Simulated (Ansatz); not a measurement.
## Geometry relaxation, with input and output: B5N (part 2 of 2)

The same run, continued: B5N (F-43m, 6 atoms in the cell); DFT PBE, scalar-relativistic, plane waves, PAW, no spin polarisation (Ansatz 0.2.0); cutoff 420 eV, 12×12×12 k-mesh, Gaussian smearing of 0.1 eV. The structure was made by a generator, so it may or may not be a known phase.

Geometry of the input (Å; fractional positions):
```
0.0000  2.6849  2.6849
2.6849  0.0000  2.6849
2.6849  2.6849  0.0000
B  0.8744  0.3752  0.3752
B  0.7500  0.7500  0.7500
B  0.3752  0.3752  0.8744
B  0.3752  0.8744  0.3752
B  0.3752  0.3752  0.3752
N  0.0000  0.0000  0.0000
```

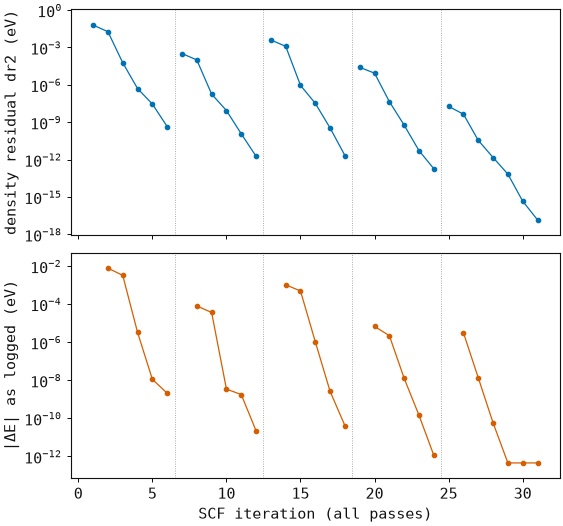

Fig. 1: Convergence of the self-consistent field: density residual dr2 and size of the energy change against the SCF iteration. The dotted lines part the SCF passes of the relaxation: geometry steps, rejected trials and re-solves on a re-selected basis. The 5 passes take 6 to 7 iterations each, 31 in all.

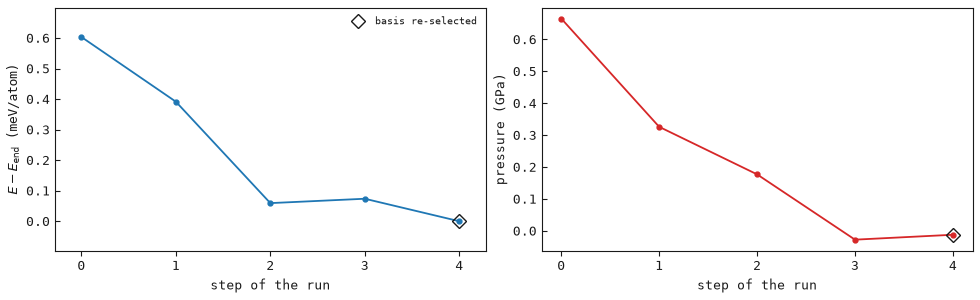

Fig. 2: Progress of the relaxation, step by step (the first geometry is step 0 here and step 1 in the log). The largest moves relative to the cell, 0.009 Å, are those of B1, B3, B4 and B5. N stays in place. Cell: a = b = c 5.370 → 5.376 Å (+0.1 %). Volume +0.3 %. Among the contacts that change: B1–B3 1.902 → 1.918 Å. The space group stays F-43m (No. 216). After 3 geometry steps the energy has fallen by 0.5 meV per atom. The largest force component goes from 0.11 to 0.00027 eV/Å. Pressure: 0.67 GPa at the start and −0.01 GPa at the end. A last SCF at the same geometry on a re-selected plane-wave basis shifts the energy by −0.1 meV per atom. (Atoms are counted from 1 in the order of the input.)

```
basis re-selected at this cell: Δ(F+E_penalty+E_count) = -4.416e-4 eV, ΔP = +0.015 GPa vs the last step (what re-selecting the basis moved, of the pressure what is left beyond the Pulay correction that the steps carried, after the strain that the cell walked since its last selection, with what the two solves' SCF thresholds leave and, on support functions, any second-order correction that the steps lacked; it is no measure of the basis error at this ecutwfc). This SCF's stress stands 1.23e-2 GPa from its target on what of the cell is left free (relax.cell.stress_tol is 5.00e-2 GPa) and its largest allowed force component is 2.67e-4 eV/Å (relax.f_tol is 1.00e-2 eV/Å): within both
SCF converged after 7 iterations
Free energy (F): -1151.066594 eV
Harris-Foulkes:  -1151.066594 eV  (|F-HF|=0.00e0)
Internal energy: -1151.053711 eV  (E = F + TS)
E sigma→0 (E₀):  -1151.060152 eV
Entropy (-TS):   -0.012883 eV (-2.147 meV/atom)
Fermi energy:    12.656497 eV
--- Per-component energies (eV) ---
  E_band       = 95.779288
  E_kinetic    = 357.737265
  E_local      = -162.916756  (includes V_loc(G=0)·N_el)
  E_nonlocal   = 106.306871
  E_hartree    = 43.939543
  E_xc         = -217.900568
  E_vxc        = -263.739083  (∫ρ·V_xc dr)
  E_paw        = -517.370469  (= ΣΔE_a)
  E_vpaw       = -29.488162  (= ΣTr[D̂ρ^β])
  E_aug_tail   = 0.000068  (compensation charges beyond the density's cutoff)
  E_ewald      = -760.849665
  E_smearing   = -0.012883  (= −TS)
  E_closure    = 0.000000  (closes the sum)
  Σ components = -1151.066594   (vs F -1151.066594, Δ=0.00e0)
--- Forces (eV/Å), atoms counted from 1 ---
  atom   1  B      0.00026713    -0.00026713    -0.00026713
  atom   2  B     -0.00000000     0.00000000     0.00000000
  atom   3  B     -0.00026713    -0.00026713     0.00026713
  atom   4  B     -0.00026713     0.00026713    -0.00026713
  atom   5  B      0.00026713     0.00026713     0.00026713
  atom   6  N     -0.00000000    -0.00000000     0.00000000
  max |Σ_I F_I| component: 1.29e-16 eV/Å
--- Stress (GPa, compression-positive) ---
       -0.012299      -0.000000      -0.000000
       -0.000000      -0.012299      -0.000000
       -0.000000      -0.000000      -0.012299
  P = ⅓ Tr σ = -0.0123 GPa (-0.123 kbar)
--- Band table (eV; the first three rows and the last of 72) ---
  k-point 0: bands = ["-6.6845", "1.4127", "3.8779", "5.4391", "5.4391", "5.4391", "8.2936", "8.2936", "8.2936", "10.8735", "10.8735", "10.9196", "12.5500", "12.5500", "12.5500", "18.7763"]
  k-point 1: bands = ["-6.6043", "1.2451", "3.6317", "5.2464", "5.3827", "5.3827", "8.3166", "8.3166", "8.6114", "10.5780", "10.5780", "11.2162", "12.9069", "13.1143", "13.1143", "18.5092"]
  k-point 2: bands = ["-6.3656", "0.6956", "3.1041", "5.0185", "5.2559", "5.2559", "8.1812", "8.1812", "9.0652", "10.4587", "10.4587", "12.1760", "13.8458", "14.1636", "14.1636", "17.8135"]
  k-point 71: bands = ["-3.6740", "-1.1277", "-0.7655", "0.3753", "5.9778", "6.5000", "6.5373", "9.5139", "12.7497", "13.1089", "13.8867", "14.1854", "15.8644", "16.1090", "17.1152", "17.6863"]
--- Relaxed structure (4 steps of the walk, 4 accepted, 1 SCFs on fresh bases) ---
  F+E_penalty+E_count = -1151.06659359 eV   max|allowed force component| = 2.671e-4 eV/Å   (the final SCF, on the basis selected at the relaxed cell)
  cell:  # Å, volume = 38.8382 Å³
    - [-1.8598107920068906e-33, 2.687878288560436, 2.687878288560436]
    - [2.687878288560436, -8.108010747345109e-33, 2.687878288560436]
    - [2.687878288560436, 2.687878288560436, -1.0120682700338866e-32]
  atoms:
    - { symbol: B, position: [0.8715414689134893, 0.37615284369550367, 0.3761528436955037] }
    - { symbol: B, position: [0.7500000000000001, 0.7500000000000001, 0.7500000000000001] }
    - { symbol: B, position: [0.37615284369550367, 0.37615284369550367, 0.8715414689134893] }
    - { symbol: B, position: [0.37615284369550367, 0.8715414689134893, 0.3761528436955037] }
    - { symbol: B, position: [0.37615284369550367, 0.37615284369550367, 0.37615284369550367] }
    - { symbol: N, position: [1.3460306823452926e-20, 9.422214776417017e-20, -1.5142845176384854e-20] }
```

Trajectory as extended XYZ (Å, eV, eV/Å), 5 frames, from step=1 to step=5
```
6
Lattice="0.0000 2.6849 2.6849 2.6849 0.0000 2.6849 2.6849 2.6849 0.0000" Properties=species:S:1:pos:R:3:forces:R:3 step=1 energy=-1151.06297 pressure_GPa=0.67
B     2.0148    3.3551    3.3551    0.1075  -0.1075  -0.1075
B     4.0274    4.0274    4.0274    0.0000   0.0000   0.0000
B     3.3551    3.3551    2.0148   -0.1075  -0.1075   0.1075
B     3.3551    2.0148    3.3551   -0.1075   0.1075  -0.1075
B     2.0148    2.0148    2.0148    0.1075   0.1075   0.1075
N     0.0000    0.0000    0.0000    0.0000   0.0000   0.0000
6
Lattice="0.0000 2.6863 2.6863 2.6863 0.0000 2.6863 2.6863 2.6863 0.0000" Properties=species:S:1:pos:R:3:forces:R:3 step=2 energy=-1151.06425 pressure_GPa=0.33
B     2.0169    3.3557    3.3557    0.0843  -0.0843  -0.0843
B     4.0295    4.0295    4.0295    0.0000   0.0000   0.0000
B     3.3557    3.3557    2.0169   -0.0843  -0.0843   0.0843
B     3.3557    2.0169    3.3557   -0.0843   0.0843  -0.0843
B     2.0169    2.0169    2.0169    0.0843   0.0843   0.0843
N     0.0000    0.0000    0.0000    0.0000   0.0000   0.0000
6
Lattice="0.0000 2.6870 2.6870 2.6870 0.0000 2.6870 2.6870 2.6870 0.0000" Properties=species:S:1:pos:R:3:forces:R:3 step=3 energy=-1151.06624 pressure_GPa=0.18
B     2.0216    3.3525    3.3525   -0.0030   0.0030   0.0030
B     4.0306    4.0306    4.0306    0.0000   0.0000   0.0000
B     3.3525    3.3525    2.0216    0.0030   0.0030  -0.0030
B     3.3525    2.0216    3.3525    0.0030  -0.0030   0.0030
B     2.0216    2.0216    2.0216   -0.0030  -0.0030  -0.0030
N     0.0000    0.0000    0.0000    0.0000   0.0000   0.0000
6
Lattice="0.0000 2.6879 2.6879 2.6879 0.0000 2.6879 2.6879 2.6879 0.0000" Properties=species:S:1:pos:R:3:forces:R:3 step=4 energy=-1151.06615 pressure_GPa=-0.03
B     2.0221    3.3537    3.3537    0.0003  -0.0003  -0.0003
B     4.0318    4.0318    4.0318    0.0000   0.0000   0.0000
B     3.3537    3.3537    2.0221   -0.0003  -0.0003   0.0003
B     3.3537    2.0221    3.3537   -0.0003   0.0003  -0.0003
B     2.0221    2.0221    2.0221    0.0003   0.0003   0.0003
N     0.0000    0.0000    0.0000    0.0000   0.0000   0.0000
6
Lattice="0.0000 2.6879 2.6879 2.6879 0.0000 2.6879 2.6879 2.6879 0.0000" Properties=species:S:1:pos:R:3:forces:R:3 step=5 energy=-1151.06659 pressure_GPa=-0.01
B     2.0221    3.3537    3.3537    0.0003  -0.0003  -0.0003
B     4.0318    4.0318    4.0318    0.0000   0.0000   0.0000
B     3.3537    3.3537    2.0221   -0.0003  -0.0003   0.0003
B     3.3537    2.0221    3.3537   -0.0003   0.0003  -0.0003
B     2.0221    2.0221    2.0221    0.0003   0.0003   0.0003
N     0.0000    0.0000    0.0000    0.0000   0.0000   0.0000
```

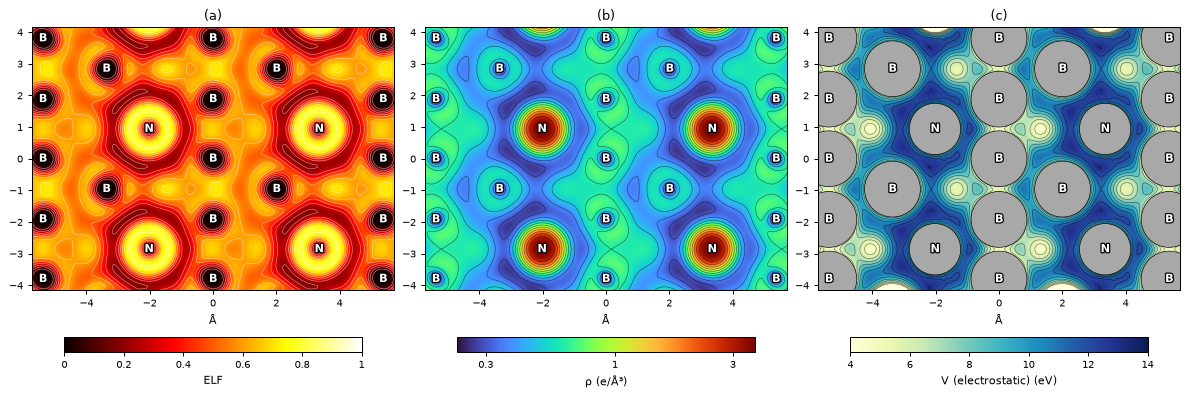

Fig. 3: (a) electron localisation function; (b) valence charge density (pseudo); (c) electrostatic potential (local pseudopotential plus Hartree) felt by an electron on the (011) plane of the conventional cell. Grey discs, where drawn, cover atomic cores. The section cuts through B and N sites. B–B (1.88 Å): ρ at the midpoint is about 0.61 e/Å³; the ELF peaks at about 0.70 between the atoms. Away from the nuclei the density in this plane falls to 0.26 e/Å³ at its lowest. Outside the cores the potential energy rises away from the atoms and is highest about 1.2 Å from the nearest atoms; outside the discs it spans about 9 eV, and its zero is arbitrary. The fields are those of the smooth PAW valence density.

Key numbers

```csv
quantity,value
outcome,converged
space group (tolerance 0.01 Å),F-43m (216)
electrons treated,20
free energy,−1151.0666 eV
Fermi energy,12.656 eV
gap on the k-point mesh,none (metallic)
pressure,−0.01 GPa
final volume,38.84 Å³
largest force (length of the vector) at the end,under 0.001 eV/Å
final cell,"a = 3.801 Å, b = 3.801 Å, c = 3.801 Å, α = 60.00°, β = 60.00°, γ = 60.00°"
wall time,29 s
peak memory,0.34 GiB
```
